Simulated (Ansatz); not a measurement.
# Single-point calculation, with input and output: AlCo4

AlCo4 (5 atoms in the cell), computed with DFT PBE, scalar-relativistic, plane waves, PAW, spin-polarised (Ansatz 0.2.0).

The structure derives from a Materials Project entry. Figures and captions count atoms from 1; the log counts them from 0 in places.

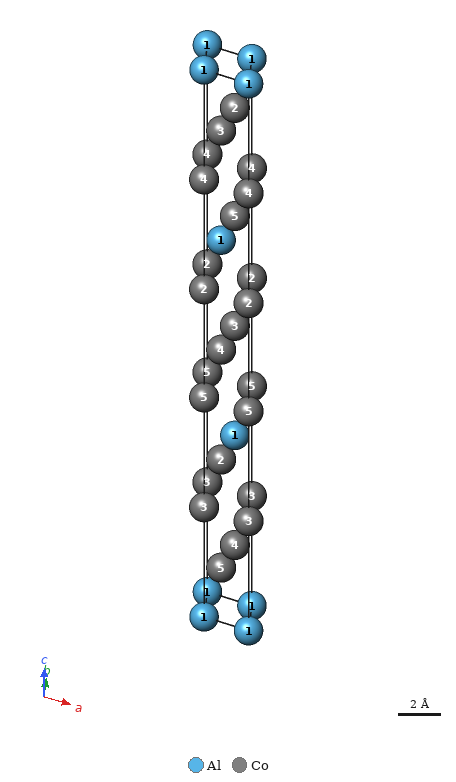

The structure as given in the input (spheres-only view of the cell 3 times as large as that of the calculation, set on its symmetry axes, seen at an oblique angle; atoms are numbered from 1 in the order of the input).

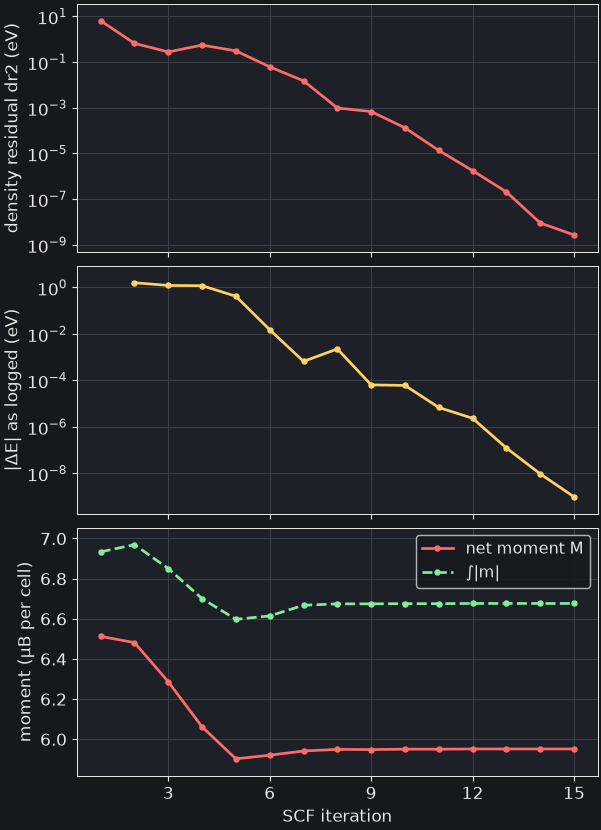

Convergence of the self-consistent field: density residual dr2, size of the energy change and magnetic moment against the SCF iteration. The residual falls almost steadily, with no more than small rises. The net moment goes from 6.5 to 6.0 μB per cell.

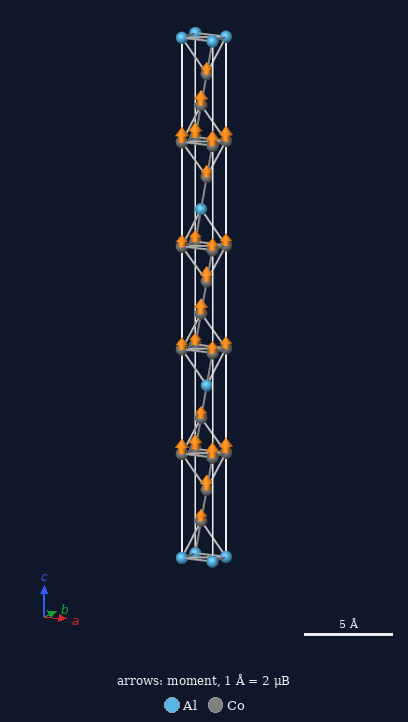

Magnetic moments of the sites as orange arrows (ball-and-stick view of the cell 3 times as large as that of the calculation, set on its symmetry axes, seen slightly off an axis); small moments hardly show. The run is collinear, so the axis drawn is arbitrary. Site moments: Co3, Co4 (1.76 μB); Co2, Co5 (1.38 μB); Al1 (−0.05 μB). They are counted near the atoms and needn't add up to the moment of the cell. Atoms are counted from 1 in the order of the input.

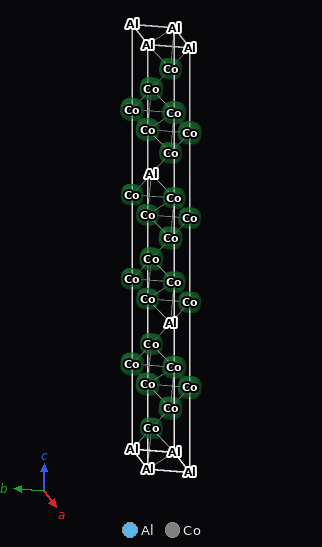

Isosurfaces of the spin density at +0.2 (green) and −0.2 e/Å³ (red), seen at an oblique angle. Sticks mark near contacts. The outline is the cell set on symmetry axes. The cell of the calculation (5 atoms) carries 6.0 μB net. Only one sign reaches the isovalue. Core electrons are frozen (PAW), so the fields are smoothed inside the atomic spheres.

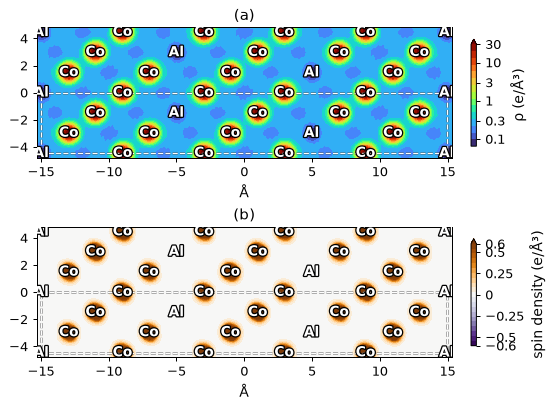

(a) valence charge density (pseudo); (b) spin density (up minus down) on the (110) plane of the conventional cell. Atoms in the plane: Al and Co. Co–Co (2.45 Å): ρ at the midpoint is about 0.35 e/Å³. Al–Co (2.52 Å): the density is about 0.31 e/Å³ at the midpoint. Co–Co (2.50 Å): ρ is about 0.33 e/Å³ halfway. Away from the nuclei the density in this plane falls to 0.17 e/Å³ at its lowest. The cell of the calculation (5 atoms) carries 6.0 μB net.

These pictures come from the run below.

Input
```yaml
crystal:
  lattice:
    - [1.2893368271, 0.7443989642, 9.9743618604]
    - [-1.2893368271, 0.7443989642, 9.9743618604]
    - [0.0, -1.4887979284, 9.9743618604]
  atoms:
    - { symbol: Al, position: [0.0, 0.0, 0.0] }
    - { symbol: Co, position: [0.598855, 0.598855, 0.598855], spin: 1.54 }
    - { symbol: Co, position: [0.200321, 0.200321, 0.200321], spin: 1.95 }
    - { symbol: Co, position: [0.799679, 0.799679, 0.799679], spin: 1.95 }
    - { symbol: Co, position: [0.401145, 0.401145, 0.401145], spin: 1.54 }
basis:
  ecutwfc: 420
kpoints:
  mp_grid: { grid: [18, 18, 18] }
hamiltonian:
  xc: pbe
scf:
  occupations: { method: gaussian, width: 0.1 }
output:
  forces: true
  stress: true
  eigenvalues: true
  populations: true
  write_density: true
  write_potential: true
  elf: true
  volumetric_format: npy
magnetization:
  spin_polarized: true
```

Run as:
```bash
ansatz run input.yaml --threads 1 --pin off --max-ram 2560MiB --backend cpu --events-out ev --progress --plain --runs-dir out
```

Output
```
basis.fft_grid_basis auto: the FFT boxes are laid along the combinations [[1, -1, 0], [0, 1, 0], [0, -1, 1]] of the cell's own vectors, 2.579, 10.085 and 2.579 Å long. The dense box has 18×72×18 points. Along the cell's own vectors, as sized, it would have 72×72×72, 16.00 times as many. Of the 12 symmetry operations that the crystal satisfies within crystal.symmetry.tolerance (time reversal apart; of a slab, those that keep its plane) the dense box along the cell's own vectors carries 12, and the one as laid loses 8 of those. basis.fft_grid_basis: typed keeps the cell's own vectors: state it where this run's energies or levels are differenced outside the engine with another run's, or held beside a run that keeps those vectors. Those combinations have planes normal to reciprocal vector 3, as the cell's own vectors have. Each planar average written beside output.write_density, output.write_potential has a row for each plane of the box: 18. The volumetric files lie along those combinations, not along the cell's own vectors: a cube or XSF file states them, and fields.json those of NumPy files.
Engine: ansatz 0.2.0, x86_64-unknown-linux-gnu
Pseudopotentials: kind: paw
Pseudopotential: Al, paw, valence charge 3, recommended cutoff 420 eV (normal), Al.paw.azcp
Pseudopotential: Co, paw, valence charge 17, recommended cutoff 420 eV (normal), Co.paw.azcp
Functional definition: PBE
  parameter kappa = 0.804
  parameter beta = 0.06672455060314922
  exchange = pbe_x(kappa = kappa, mu = beta*pi^2/3)
  correlation = pbe_c(beta = beta)
Crystal: 5 atoms, lattice volume = 57.439 Å³
Basis set: ecut = 420 eV, 1143 PW (Γ), FFT grids on a1−a2, a2, −a2+a3, exchange–correlation on 36×144×36 points (8 copies of the dense FFT grid, shifted against one another)
Bands: 47, of which v1, the nominal top of the filled ones, is band 36 counted from 1 (35 counted from 0)
Symmetry: 12 space group operations
Space group: R-3m (ITA 166), of the structure as read, at distance tolerance 3.9e-5 Å
Magnetic group: BNS 166.97 (UNI 1327), of the structure as read, at distance tolerance 3.9e-5 Å
k-points: 580 of 5832
Non-local potential: Al, projectors of the file, l = 0: 2, l = 1: 2, l = 2: 1
Non-local potential: Co, projectors of the file, l = 0: 3, l = 1: 2, l = 2: 3, l = 3: 1
PAW form: soft (Blöchl's): semilocal exchange-correlation on the pseudo side does not see the compensation charge
PAW one-centre angular grid: Al, 110 points (default); XC on 64 Gauss nodes
PAW one-centre angular grid: Co, 590 points (default); XC on 64 Gauss nodes
Initial density: superposition of atomic densities (chi_scale 0.1, normalization cell)
Starting moments: Σ|m| = 6.98 μB on 4 of 5 sites
Initial wavefunctions: pseudopotential atomic-orbital guess
Functional: x = pbe(κ = 0.804, μ = 0.2195149727645171), c = pbe(β = 0.06672455060314922)
SCF iter   1: F=—  HF=-21041.055355 eV  |F-HF|=—  |Δ(HF+E_count)|=         —  Δρ=8.29e-2 (↑3.66e-2 ↓8.29e-2)  dr2=6.43e0  dr2_m=3.83e-1  M=6.512 μB ∫|m|=6.933 μB  β_m=0.30  ethr=3.10e-3  ⟨swp⟩=5.7  Hψ=185175  notcnv=0  defer=299
Mixer restart at iter 1: flushing history
preconditioner: auto → Kerker (q_TF=auto, 2.826 Å⁻¹)  [metal: Δε(μ)=0.001 eV  Ē_g=7.417 eV  σ=0.100 eV  W_gap=0.01  n_scr=14 (ndim 8)  ℏωp=30.6 eV  f_vac=0.000  D(μ)=4.97/eV (n_scr^D=66)]
spin=Collinear: Kerker preconditioning applied to the charge; magnetization (m = ρ↑ − ρ↓) channel mixes plain (no charge-response kernel on spin).
SCF iter   2: F=—  HF=-21039.459854 eV  |F-HF|=—  |Δ(HF+E_count)|=    1.60e0  Δρ=3.10e-2 (↑1.73e-2 ↓3.10e-2)  dr2=6.60e-1  dr2_m=2.47e-1  M=6.481 μB ∫|m|=6.969 μB  β_m=0.35  ethr=3.10e-3  ⟨swp⟩=2.2  Hψ=89966  notcnv=0  defer=4496
SCF iter   3: F=—  HF=-21040.677543 eV  |F-HF|=—  |Δ(HF+E_count)|=    1.22e0  Δρ=1.64e-2 (↑1.64e-2 ↓1.12e-2)  dr2=2.78e-1  dr2_m=5.11e-2  M=6.286 μB ∫|m|=6.850 μB  β_m=0.55  ethr=9.29e-4  ⟨swp⟩=2.0  Hψ=65234  notcnv=0  defer=4505
SCF iter   4: F=—  HF=-21041.865107 eV  |F-HF|=—  |Δ(HF+E_count)|=    1.19e0  Δρ=1.53e-2 (↑1.41e-2 ↓1.53e-2)  dr2=5.53e-1  dr2_m=6.05e-3  M=6.061 μB ∫|m|=6.700 μB  β_m=0.77  ethr=3.91e-4  ⟨swp⟩=2.4  Hψ=82580  notcnv=0  defer=4505
SCF iter   5: F=—  HF=-21042.282552 eV  |F-HF|=—  |Δ(HF+E_count)|=   4.17e-1  Δρ=1.40e-2 (↑8.98e-3 ↓1.40e-2)  dr2=3.10e-1  dr2_m=5.70e-3  M=5.902 μB ∫|m|=6.597 μB  β_m=0.59  ethr=3.91e-4  ⟨swp⟩=2.2  Hψ=107513  notcnv=0  defer=4470
SCF iter   6: F=—  HF=-21042.267494 eV  |F-HF|=—  |Δ(HF+E_count)|=   1.51e-2  Δρ=3.07e-3 (↑3.07e-3 ↓3.02e-3)  dr2=6.19e-2  dr2_m=2.28e-3  M=5.920 μB ∫|m|=6.614 μB  β_m=0.79  ethr=3.91e-4  ⟨swp⟩=2.7  Hψ=83688  notcnv=0  defer=4594
SCF iter   7: F=—  HF=-21042.268150 eV  |F-HF|=—  |Δ(HF+E_count)|=   6.55e-4  Δρ=3.09e-3 (↑1.97e-3 ↓3.09e-3)  dr2=1.51e-2  dr2_m=2.08e-4  M=5.941 μB ∫|m|=6.667 μB  β_m=0.75  ethr=8.72e-5  ⟨swp⟩=1.2  Hψ=55961  notcnv=0  defer=4594
SCF iter   8: F=—  HF=-21042.265903 eV  |F-HF|=—  |Δ(HF+E_count)|=   2.25e-3  Δρ=1.23e-3 (↑4.42e-4 ↓1.23e-3)  dr2=9.74e-4  dr2_m=1.66e-4  M=5.949 μB ∫|m|=6.674 μB  β_m=0.88  ethr=2.12e-5  ⟨swp⟩=2.0  Hψ=71051  notcnv=0  defer=4576
SCF iter   9: F=—  HF=-21042.265967 eV  |F-HF|=—  |Δ(HF+E_count)|=   6.37e-5  Δρ=7.90e-4 (↑2.14e-4 ↓7.90e-4)  dr2=6.83e-4  dr2_m=5.07e-5  M=5.948 μB ∫|m|=6.674 μB  β_m=0.94  ethr=1.37e-6  ⟨swp⟩=2.0  Hψ=75913  notcnv=0  defer=4561
SCF iter  10: F=—  HF=-21042.266027 eV  |F-HF|=—  |Δ(HF+E_count)|=   6.05e-5  Δρ=3.57e-4 (↑1.64e-4 ↓3.57e-4)  dr2=1.32e-4  dr2_m=5.94e-6  M=5.950 μB ∫|m|=6.675 μB  β_m=0.97  ethr=9.62e-7  ⟨swp⟩=1.0  Hψ=54560  notcnv=0  defer=4561
SCF iter  11: F=—  HF=-21042.266034 eV  |F-HF|=—  |Δ(HF+E_count)|=   6.78e-6  Δρ=1.35e-4 (↑3.69e-5 ↓1.35e-4)  dr2=1.35e-5  dr2_m=1.90e-6  M=5.950 μB ∫|m|=6.675 μB  β_m=0.98  ethr=1.86e-7  ⟨swp⟩=2.4  Hψ=70511  notcnv=0  defer=4559
SCF iter  12: F=—  HF=-21042.266036 eV  |F-HF|=—  |Δ(HF+E_count)|=   2.32e-6  Δρ=4.84e-5 (↑3.46e-5 ↓4.84e-5)  dr2=1.76e-6  dr2_m=3.66e-7  M=5.951 μB ∫|m|=6.676 μB  β_m=0.86  ethr=1.91e-8  ⟨swp⟩=2.0  Hψ=73213  notcnv=0  defer=4559
SCF iter  13: F=—  HF=-21042.266036 eV  |F-HF|=—  |Δ(HF+E_count)|=   1.22e-7  Δρ=1.26e-5 (↑6.22e-6 ↓1.26e-5)  dr2=2.06e-7  dr2_m=9.41e-9  M=5.951 μB ∫|m|=6.676 μB  β_m=0.93  ethr=2.47e-9  ⟨swp⟩=2.3  Hψ=73500  notcnv=0  defer=4559
SCF iter  14: F=—  HF=-21042.266036 eV  |F-HF|=—  |Δ(HF+E_count)|=   9.38e-9  Δρ=3.64e-6 (↑6.83e-7 ↓3.64e-6)  dr2=9.01e-9  dr2_m=1.99e-9  M=5.951 μB ∫|m|=6.676 μB  β_m=0.96  ethr=2.89e-10  ⟨swp⟩=2.2  Hψ=74244  notcnv=0  defer=4559
SCF iter  15: F=-21042.266036 eV  HF=-21042.266036 eV  |F-HF|=2.58e-9  |Δ(HF+E_count)|=  9.57e-10  Δρ=1.31e-6 (↑6.94e-7 ↓1.31e-6)  dr2=2.69e-9  dr2_m=6.22e-11  M=5.951 μB ∫|m|=6.676 μB  ethr=1.27e-11  ⟨swp⟩=10.5  Hψ=332611  notcnv=0
SCF 1 converged in 15 iterations: F = -21042.266036 eV  dr2 = 2.69e-9
  greatest PAW one-centre occupation: 1.001 electrons in one spin orbital (limit 2), on the Co atom at site 3 (counted from 0), in its partial waves of l = 1
SCF converged after 15 iterations
Magnetization: 5.9506 μB (38.4753 up, 32.5247 down)
Absolute magnetization: 6.6769 μB (∫|ρ↑−ρ↓|, with the PAW one-centre terms)
Spin contamination: 0.1281 ħ² per cell (⟨S²⟩ above its minimum at these occupations)
Per-site moments (μB) at R_I (Å): [(-0.05027163674328984, 1.0381491095406075), (1.3812373012480144, 1.0123442757361474), (1.764773482180771, 1.0123442757361474), (1.7647734821807695, 1.0123442757361485), (1.381237301248016, 1.0123442757361485)]
Free energy (F): -21042.266036 eV
Harris-Foulkes:  -21042.266036 eV  (|F-HF|=2.58e-9)
Internal energy: -21042.240418 eV  (E = F + TS)
E sigma→0 (E₀):  -21042.253227 eV
Entropy (-TS):   -0.025618 eV (-5.124 meV/atom)
Fermi energy:    16.418337 eV
--- Per-component energies (eV) ---
  E_band       = -1098.020193
  E_kinetic    = 1838.761555
  E_local      = -15988.558065  (includes V_loc(G=0)·N_el)
  E_nonlocal   = 1828.644176
  E_hartree    = 7016.317513
  E_xc         = -676.227085
  E_vxc        = -850.228571  (∫ρ·V_xc dr)
  E_paw        = -6529.039775  (= ΣΔE_a)
  E_vpaw       = -1959.266838  (= ΣTr[D̂ρ^β])
  E_aug_tail   = 0.000316  (compensation charges beyond the density's cutoff)
  E_ewald      = -8532.139054
  E_smearing   = -0.025618  (= −TS)
  E_closure    = -0.000000  (closes the sum)
  Σ components = -21042.266036   (vs F -21042.266036, Δ=0.00e0)
--- Forces (eV/Å), atoms counted from 1 ---
  atom   1  Al     0.00000000     0.00000000     0.00000000
  atom   2  Co     0.00000000     0.00000000    -0.06204478
  atom   3  Co     0.00000000    -0.00000000    -0.01499055
  atom   4  Co     0.00000000     0.00000000     0.01499055
  atom   5  Co     0.00000000    -0.00000000     0.06204478
  max |Σ_I F_I| component: 6.94e-18 eV/Å
--- Stress (GPa, compression-positive) ---
       -0.274061       0.000000       0.000000
        0.000000      -0.274061      -0.000000
        0.000000      -0.000000       0.983907
  P = ⅓ Tr σ = 0.1453 GPa (1.453 kbar)
--- Band table (eV; the first three rows and the last of 1160) ---
  k-point 0 ↑: bands = ["-79.7937", "-79.7692", "-79.3816", "-79.3815", "-43.1031", "-42.9662", "-42.9633", "-42.9633", "-42.9402", "-42.9402", "-42.6026", "-42.6026", "-42.6026", "-42.6026", "-42.5445", "-42.5394", "5.5712", "8.3541", "8.6729", "11.1849", "11.5337", "13.4828", "13.5841", "13.5841", "13.7075", "13.7075", "13.8594", "13.9225", "13.9225", "14.0570", "14.0570", "14.1449", "14.6819", "14.6819", "14.7687", "14.7687", "14.9877", "15.2184", "15.2184", "15.5475", "15.5475", "21.3099", "24.5182", "31.4107", "31.4107", "31.6380", "32.8662"]
  k-point 1 ↑: bands = ["-79.7928", "-79.7687", "-79.3809", "-79.3809", "-43.1015", "-42.9758", "-42.9648", "-42.9587", "-42.9452", "-42.9412", "-42.6075", "-42.6075", "-42.6039", "-42.6038", "-42.5439", "-42.5391", "5.6616", "8.4426", "8.7757", "11.2527", "11.6026", "13.4341", "13.5444", "13.6248", "13.7228", "13.7350", "13.7775", "13.8906", "13.9559", "14.0247", "14.0945", "14.0970", "14.5980", "14.6460", "14.6736", "14.7891", "14.8885", "15.2203", "15.4125", "15.5510", "15.8472", "21.4211", "24.5572", "30.1336", "30.9667", "31.5638", "32.9447"]
  k-point 2 ↑: bands = ["-79.7903", "-79.7672", "-79.3790", "-79.3790", "-43.0971", "-42.9929", "-42.9690", "-42.9604", "-42.9554", "-42.9441", "-42.6217", "-42.6214", "-42.6073", "-42.6073", "-42.5422", "-42.5383", "5.9311", "8.7055", "9.0758", "11.4475", "11.7928", "13.3175", "13.4181", "13.6065", "13.6110", "13.7419", "13.8044", "13.8138", "13.9557", "14.0484", "14.1535", "14.2013", "14.2912", "14.5595", "14.6014", "14.8114", "14.8929", "15.2255", "15.5605", "15.8349", "16.3503", "21.7428", "24.6797", "27.9615", "30.1484", "31.3235", "33.0195"]
  k-point 579 ↓: bands = ["-77.7176", "-77.7163", "-77.6525", "-77.6278", "-41.1547", "-41.1181", "-40.9662", "-40.8991", "-40.8991", "-40.8968", "-40.8968", "-40.8503", "-40.8503", "-40.8490", "-40.8275", "-40.8275", "5.5047", "7.8358", "10.1262", "10.1538", "12.4221", "14.0728", "15.2071", "15.2184", "15.2184", "15.3080", "15.3080", "15.4270", "15.4695", "15.4695", "15.4739", "15.4739", "15.8941", "16.4728", "16.4728", "16.6390", "16.6390", "16.8208", "16.8208", "17.2975", "17.2975", "20.7075", "27.2119", "28.7345", "31.3680", "31.3680", "33.8526"]
--- Löwdin populations: 5 sites ---
  site symbol       q [e]    m [muB]
     0     Al      3.2853    -0.1047
     1     Co     16.6822     1.3672
     2     Co     16.7494     1.7606
     3     Co     16.7494     1.7606
     4     Co     16.6822     1.3672
  spilling = 0.011992 (of n_electrons = 71.000000)
```

Summary

| quantity | value |
| --- | --- |
| outcome | converged |
| space group (tolerance 0.01 Å) | R-3m (166) |
| electrons treated | 71 |
| free energy | −21042.2660 eV |
| Fermi energy | 16.418 eV |
| gap on the k-point mesh | none (metallic) |
| net moment of the cell | 5.95 μB |
| integrated absolute moment | 6.68 μB |
| pressure | 0.15 GPa |
| largest force (length of the vector) | 0.062 eV/Å |
| hardware | 1 thread of AMD EPYC (Zen 3), 32 GiB of memory available, shared host |
| wall time | 5.2 min |
| peak memory | 2 GiB |
